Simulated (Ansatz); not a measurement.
Single-point calculation, with input and output: Ba$_{64}$O$_{64}$ (part 1 of 2)

System: Ba$_{64}$O$_{64}$ (Fm-3m, 128 atoms in the cell).
Method: DFT, PBEsol, PAW, plane waves (Ansatz 0.2.0).

The structure was built on a prototype by a generator.

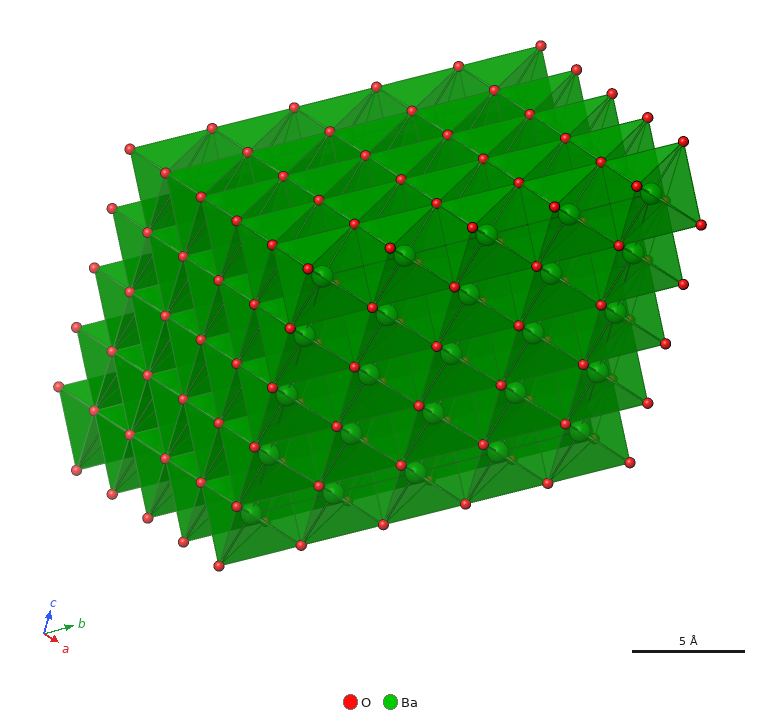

**Figure 1.** The structure as given in the input (polyhedral view of the cell of the calculation, seen slightly off an axis; polyhedra are completed across the faces of the cell).

Summary:

```tsv
quantity	value
outcome	converged
space group (tolerance 0.01 Å)	Fm-3m (225)
electrons treated	1024
free energy	−411269.4630 eV
Fermi energy	9.707 eV
pressure	−0.01 GPa
largest force (length of the vector)	under 0.001 eV/Å
hardware	1 × NVIDIA GB300 Max-Q, 8 threads of Arm Neoverse-V2, 125 GiB of memory available, shared host
wall time	7.6 s (CPU time 23 s)
peak memory	3 GiB
```

The k-point mesh is coarse for a cell of this size, so the results may not be converged.

The input:
```yaml
crystal:
  lattice:
    - [0.000000, 10.980756, 10.980756]
    - [10.980756, 0.000000, 10.980756]
    - [10.980756, 10.980756, 0.000000]
  atoms:
    - { symbol: O, position: [0.375000, 0.125000, 0.125000] }
    - { symbol: O, position: [0.875000, 0.125000, 0.125000] }
    - { symbol: O, position: [0.125000, 0.375000, 0.375000] }
    - { symbol: O, position: [0.375000, 0.625000, 0.125000] }
    - { symbol: O, position: [0.375000, 0.125000, 0.625000] }
    - { symbol: O, position: [0.625000, 0.375000, 0.375000] }
    - { symbol: O, position: [0.875000, 0.625000, 0.125000] }
    - { symbol: O, position: [0.875000, 0.125000, 0.625000] }
    - { symbol: O, position: [0.125000, 0.875000, 0.375000] }
    - { symbol: O, position: [0.125000, 0.375000, 0.875000] }
    - { symbol: O, position: [0.375000, 0.625000, 0.625000] }
    - { symbol: O, position: [0.625000, 0.875000, 0.375000] }
    - { symbol: O, position: [0.625000, 0.375000, 0.875000] }
    - { symbol: O, position: [0.875000, 0.625000, 0.625000] }
    - { symbol: O, position: [0.125000, 0.875000, 0.875000] }
    - { symbol: O, position: [0.625000, 0.875000, 0.875000] }
    - { symbol: O, position: [0.125000, 0.375000, 0.125000] }
    - { symbol: O, position: [0.375000, 0.125000, 0.375000] }
    - { symbol: O, position: [0.625000, 0.375000, 0.125000] }
    - { symbol: O, position: [0.875000, 0.125000, 0.375000] }
    - { symbol: O, position: [0.125000, 0.875000, 0.125000] }
    - { symbol: O, position: [0.125000, 0.375000, 0.625000] }
    - { symbol: O, position: [0.375000, 0.625000, 0.375000] }
    - { symbol: O, position: [0.625000, 0.875000, 0.125000] }
    - { symbol: O, position: [0.375000, 0.125000, 0.875000] }
    - { symbol: O, position: [0.625000, 0.375000, 0.625000] }
    - { symbol: O, position: [0.875000, 0.625000, 0.375000] }
    - { symbol: O, position: [0.875000, 0.125000, 0.875000] }
    - { symbol: O, position: [0.125000, 0.875000, 0.625000] }
    - { symbol: O, position: [0.375000, 0.625000, 0.875000] }
    - { symbol: O, position: [0.625000, 0.875000, 0.625000] }
    - { symbol: O, position: [0.875000, 0.625000, 0.875000] }
    - { symbol: O, position: [0.125000, 0.125000, 0.375000] }
    - { symbol: O, position: [0.375000, 0.375000, 0.125000] }
    - { symbol: O, position: [0.625000, 0.125000, 0.375000] }
    - { symbol: O, position: [0.875000, 0.375000, 0.125000] }
    - { symbol: O, position: [0.125000, 0.625000, 0.375000] }
    - { symbol: O, position: [0.375000, 0.875000, 0.125000] }
    - { symbol: O, position: [0.125000, 0.125000, 0.875000] }
    - { symbol: O, position: [0.375000, 0.375000, 0.625000] }
    - { symbol: O, position: [0.625000, 0.625000, 0.375000] }
    - { symbol: O, position: [0.875000, 0.875000, 0.125000] }
    - { symbol: O, position: [0.625000, 0.125000, 0.875000] }
    - { symbol: O, position: [0.875000, 0.375000, 0.625000] }
    - { symbol: O, position: [0.125000, 0.625000, 0.875000] }
    - { symbol: O, position: [0.375000, 0.875000, 0.625000] }
    - { symbol: O, position: [0.625000, 0.625000, 0.875000] }
    - { symbol: O, position: [0.875000, 0.875000, 0.625000] }
    - { symbol: O, position: [0.125000, 0.125000, 0.125000] }
    - { symbol: O, position: [0.625000, 0.125000, 0.125000] }
    - { symbol: O, position: [0.125000, 0.625000, 0.125000] }
    - { symbol: O, position: [0.125000, 0.125000, 0.625000] }
    - { symbol: O, position: [0.375000, 0.375000, 0.375000] }
    - { symbol: O, position: [0.625000, 0.625000, 0.125000] }
    - { symbol: O, position: [0.625000, 0.125000, 0.625000] }
    - { symbol: O, position: [0.875000, 0.375000, 0.375000] }
    - { symbol: O, position: [0.125000, 0.625000, 0.625000] }
    - { symbol: O, position: [0.375000, 0.875000, 0.375000] }
    - { symbol: O, position: [0.375000, 0.375000, 0.875000] }
    - { symbol: O, position: [0.625000, 0.625000, 0.625000] }
    - { symbol: O, position: [0.875000, 0.875000, 0.375000] }
    - { symbol: O, position: [0.875000, 0.375000, 0.875000] }
    - { symbol: O, position: [0.375000, 0.875000, 0.875000] }
    - { symbol: O, position: [0.875000, 0.875000, 0.875000] }
    - { symbol: Ba, position: [0.000000, 0.000000, 0.000000] }
    - { symbol: Ba, position: [0.500000, 0.000000, 0.000000] }
    - { symbol: Ba, position: [0.000000, 0.500000, 0.000000] }
    - { symbol: Ba, position: [0.000000, 0.000000, 0.500000] }
    - { symbol: Ba, position: [0.250000, 0.250000, 0.250000] }
    - { symbol: Ba, position: [0.500000, 0.500000, 0.000000] }
    - { symbol: Ba, position: [0.500000, 0.000000, 0.500000] }
    - { symbol: Ba, position: [0.750000, 0.250000, 0.250000] }
    - { symbol: Ba, position: [0.000000, 0.500000, 0.500000] }
    - { symbol: Ba, position: [0.250000, 0.750000, 0.250000] }
    - { symbol: Ba, position: [0.250000, 0.250000, 0.750000] }
    - { symbol: Ba, position: [0.500000, 0.500000, 0.500000] }
    - { symbol: Ba, position: [0.750000, 0.750000, 0.250000] }
    - { symbol: Ba, position: [0.750000, 0.250000, 0.750000] }
    - { symbol: Ba, position: [0.250000, 0.750000, 0.750000] }
    - { symbol: Ba, position: [0.750000, 0.750000, 0.750000] }
    - { symbol: Ba, position: [0.000000, 0.000000, 0.250000] }
    - { symbol: Ba, position: [0.250000, 0.250000, 0.000000] }
    - { symbol: Ba, position: [0.500000, 0.000000, 0.250000] }
    - { symbol: Ba, position: [0.750000, 0.250000, 0.000000] }
    - { symbol: Ba, position: [0.000000, 0.500000, 0.250000] }
    - { symbol: Ba, position: [0.250000, 0.750000, 0.000000] }
    - { symbol: Ba, position: [0.000000, 0.000000, 0.750000] }
    - { symbol: Ba, position: [0.250000, 0.250000, 0.500000] }
    - { symbol: Ba, position: [0.500000, 0.500000, 0.250000] }
    - { symbol: Ba, position: [0.750000, 0.750000, 0.000000] }
    - { symbol: Ba, position: [0.500000, 0.000000, 0.750000] }
    - { symbol: Ba, position: [0.750000, 0.250000, 0.500000] }
    - { symbol: Ba, position: [0.000000, 0.500000, 0.750000] }
    - { symbol: Ba, position: [0.250000, 0.750000, 0.500000] }
    - { symbol: Ba, position: [0.500000, 0.500000, 0.750000] }
    - { symbol: Ba, position: [0.750000, 0.750000, 0.500000] }
    - { symbol: Ba, position: [0.000000, 0.250000, 0.000000] }
    - { symbol: Ba, position: [0.250000, 0.000000, 0.250000] }
    - { symbol: Ba, position: [0.500000, 0.250000, 0.000000] }
    - { symbol: Ba, position: [0.750000, 0.000000, 0.250000] }
    - { symbol: Ba, position: [0.000000, 0.750000, 0.000000] }
    - { symbol: Ba, position: [0.000000, 0.250000, 0.500000] }
    - { symbol: Ba, position: [0.250000, 0.500000, 0.250000] }
    - { symbol: Ba, position: [0.500000, 0.750000, 0.000000] }
    - { symbol: Ba, position: [0.250000, 0.000000, 0.750000] }
    - { symbol: Ba, position: [0.500000, 0.250000, 0.500000] }
    - { symbol: Ba, position: [0.750000, 0.500000, 0.250000] }
    - { symbol: Ba, position: [0.750000, 0.000000, 0.750000] }
    - { symbol: Ba, position: [0.000000, 0.750000, 0.500000] }
    - { symbol: Ba, position: [0.250000, 0.500000, 0.750000] }
    - { symbol: Ba, position: [0.500000, 0.750000, 0.500000] }
    - { symbol: Ba, position: [0.750000, 0.500000, 0.750000] }
    - { symbol: Ba, position: [0.250000, 0.000000, 0.000000] }
    - { symbol: Ba, position: [0.750000, 0.000000, 0.000000] }
    - { symbol: Ba, position: [0.000000, 0.250000, 0.250000] }
    - { symbol: Ba, position: [0.250000, 0.500000, 0.000000] }
    - { symbol: Ba, position: [0.250000, 0.000000, 0.500000] }
    - { symbol: Ba, position: [0.500000, 0.250000, 0.250000] }
    - { symbol: Ba, position: [0.750000, 0.500000, 0.000000] }
    - { symbol: Ba, position: [0.750000, 0.000000, 0.500000] }
    - { symbol: Ba, position: [0.000000, 0.750000, 0.250000] }
    - { symbol: Ba, position: [0.000000, 0.250000, 0.750000] }
    - { symbol: Ba, position: [0.250000, 0.500000, 0.500000] }
    - { symbol: Ba, position: [0.500000, 0.750000, 0.250000] }
    - { symbol: Ba, position: [0.500000, 0.250000, 0.750000] }
    - { symbol: Ba, position: [0.750000, 0.500000, 0.500000] }
    - { symbol: Ba, position: [0.000000, 0.750000, 0.750000] }
    - { symbol: Ba, position: [0.500000, 0.750000, 0.750000] }
kpoints:
  mp_grid: { grid: [1, 1, 1] }
hamiltonian:
  xc: pbesol
scf:
  occupations: { method: fermi_dirac, width: 0.01 }
output:
  forces: true
  eigenvalues: true
  stress: true
  populations: true
  eigenstates: { kpoints: [[0, 0, 0]], e_range: [-6.0, 6.0], localisation: true }
```

Command:
```bash
ansatz run in.yaml --threads 8 --pin off --max-ram 118750MiB --runs-dir r --events-out ev --progress --plain --backend cuda --devices 0,
```

What the program printed:
```
Pseudopotentials: kind: paw
Functional definition: PBEsol
  exchange = pbesol_x
  correlation = pbesol_c
Crystal: 128 atoms, lattice volume = 2648.053 Å³
Basis set: ecut = 420 eV, 51493 PW (Γ), exchange–correlation on 216×216×216 points (8 copies of the dense FFT grid, shifted against one another)
Bands: 640, of which v1, the nominal top of the filled ones, is band 512 counted from 1 (511 counted from 0)
Symmetry: 3072 space group operations
Space group: Fm-3m (ITA 225), of the structure as read, at distance tolerance 1.4e-4 Å
k-points: 1
Non-local potential: O, projectors of the file, l = 0: 2, l = 1: 2, l = 2: 1
Non-local potential: Ba, projectors of the file, l = 0: 3, l = 1: 2, l = 2: 2, l = 3: 2
PAW form: soft (Blöchl's): semilocal exchange-correlation on the pseudo side does not see the compensation charge
PAW frozen core: O, regenerated for the run's functional, and the local potential with it (the file was generated under x = pbe(κ = 0.804, μ = 0.2195149727645171), c = pbe(β = 0.06672455060314922))
PAW frozen core: Ba, regenerated for the run's functional, and the local potential with it (the file was generated under x = pbe(κ = 0.804, μ = 0.2195149727645171), c = pbe(β = 0.06672455060314922))
PAW one-centre angular grid: O, 110 points (default); XC on 64 Gauss nodes
PAW one-centre angular grid: Ba, 194 points (default); XC on 64 Gauss nodes
Initial density: superposition of atomic densities (neutral atoms: chi_scale 0, normalization atom), corrected by the library's trained network
Initial wavefunctions: pseudopotential atomic-orbital guess
Functional: x = pbesol(κ = 0.804, μ = 0.12345679012345678), c = pbesol(β = 0.046)
SCF iter   1: F=—  HF=-411270.529822 eV  |F-HF|=—  |Δ(HF+E_count)|=         —  Δρ=1.42e-2  dr2=5.32e0  ethr=1.77e-3  ⟨swp⟩=9.0  Hψ=3359  notcnv=0  defer=22
preconditioner: auto → Resta (q_TF=auto, 2.329 Å⁻¹)  ε∞=4.3  [insulator: Δε(μ)=1.611 eV  Ē_g=11.865 eV  σ=0.010 eV  W_gap=1.00  n_scr=536 (ndim 8)  ℏωp=21.6 eV  f_vac=0.000  D(μ)=0.00/eV (n_scr^D=0)  ε∞_Penn≈4.3]
SCF iter   2: F=—  HF=-411269.469822 eV  |F-HF|=—  |Δ(HF+E_count)|=    1.06e0  Δρ=1.89e-3  dr2=1.28e-1  ethr=5.20e-4  ⟨swp⟩=2.0  Hψ=918  notcnv=0  defer=118
SCF iter   3: F=—  HF=-411269.459206 eV  |F-HF|=—  |Δ(HF+E_count)|=   1.06e-2  Δρ=8.80e-4  dr2=1.57e-2  ethr=1.25e-5  ⟨swp⟩=2.0  Hψ=722  notcnv=0  defer=119
SCF iter   4: F=—  HF=-411269.460150 eV  |F-HF|=—  |Δ(HF+E_count)|=   9.44e-4  Δρ=1.24e-4  dr2=5.05e-4  ethr=1.53e-6  ⟨swp⟩=2.0  Hψ=988  notcnv=0  defer=119
SCF iter   5: F=—  HF=-411269.459747 eV  |F-HF|=—  |Δ(HF+E_count)|=   4.03e-4  Δρ=3.58e-5  dr2=3.49e-5  ethr=4.94e-8  ⟨swp⟩=2.0  Hψ=1033  notcnv=0  defer=119
SCF iter   6: F=—  HF=-411269.463012 eV  |F-HF|=—  |Δ(HF+E_count)|=   3.26e-3  Δρ=4.52e-6  dr2=5.66e-7  ethr=3.40e-9  ⟨swp⟩=2.0  Hψ=713  notcnv=0  defer=119
SCF iter   7: F=-411269.463013 eV  HF=-411269.463013 eV  |F-HF|=2.27e-9  |Δ(HF+E_count)|=   4.24e-7  Δρ=3.74e-7  dr2=2.92e-9  ethr=9.77e-12  ⟨swp⟩=17.0  Hψ=4844  notcnv=0
SCF 1 converged in 7 iterations: F = -411269.463013 eV  dr2 = 2.92e-9
  greatest PAW one-centre occupation: 0.955 electrons in one spin orbital (limit 2), on the Ba atom at site 127 (counted from 0), in its partial waves of l = 0
```

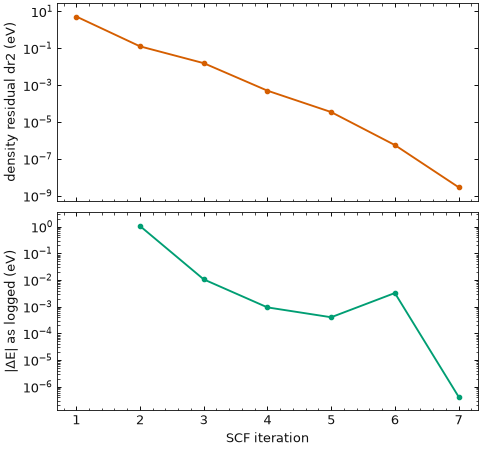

**Figure 2.** Convergence of the self-consistent field: density residual dr2 and size of the energy change against the SCF iteration. The residual falls at every step.

```
NSCF: frozen V_eff on 1 k-points
SCF converged after 7 iterations
Free energy (F): -411269.463013 eV
Harris-Foulkes:  -411269.463013 eV  (|F-HF|=2.27e-9)
Internal energy: -411269.463013 eV  (E = F + TS)
E sigma→0 (E₀):  -411269.463013 eV
Fermi energy:    9.707497 eV
--- Per-component energies (eV) ---
  E_band       = -736.867669
  E_kinetic    = 22061.866303
  E_local      = -35190.054463  (includes V_loc(G=0)·N_el)
  E_nonlocal   = 6829.665548
  E_hartree    = 12496.824793
  E_xc         = -15463.717526
  E_vxc        = -14821.517977  (∫ρ·V_xc dr)
  E_paw        = -338709.559310  (= ΣΔE_a)
  E_vpaw       = -4610.633628  (= ΣTr[D̂ρ^β])
  E_aug_tail   = 0.152872  (compensation charges beyond the density's cutoff)
  E_ewald      = -63306.591376
  E_core_change = 11.950147  (= ΣΔE_core)
  E_smearing   = -0.000000  (= −TS)
  E_closure    = -0.000000  (closes the sum)
  Σ components = -411269.463013   (vs F -411269.463013, Δ=0.00e0)
```
